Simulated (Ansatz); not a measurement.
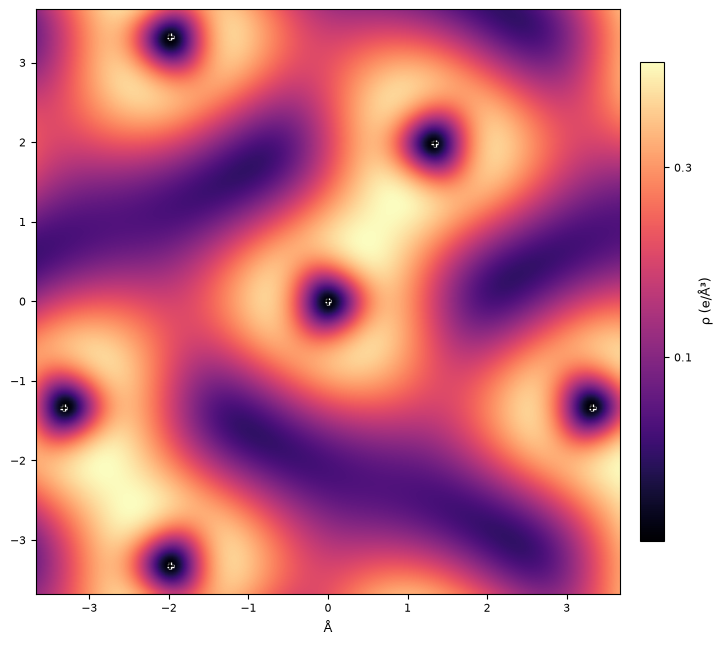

The valence electron density on a plane through atoms (crosses mark nuclei in the plane).

Computed with Ansatz, DFT r2SCAN, scalar-relativistic, plane waves, PAW.

Candidates:
A. Si, a = 6.65 Å, b = 6.65 Å, c = 6.65 Å, α = 90.00°, β = 90.00°, γ = 90.00°. Space group Ia-3.
B. AlNi$_{2}$, a = 3.98 Å, b = 3.98 Å, c = 4.91 Å, α = 90.00°, β = 90.00°, γ = 120.00°. Space group P-3m1; a structure from a database of computed crystals, not necessarily the ambient phase; computed without spin polarisation.
C. TiO, a = 4.06 Å, b = 4.06 Å, c = 4.06 Å, α = 90.00°, β = 90.00°, γ = 90.00°. Space group Pm-3m; a structure from a database of computed crystals, not necessarily the ambient phase; spin-polarised.

Which candidate gave the map?

Answer. Candidate A: Si on the (100) plane of the conventional cell, which holds Si. Si–Si (2.39 Å): ρ at the midpoint is about 0.54 e/Å³.
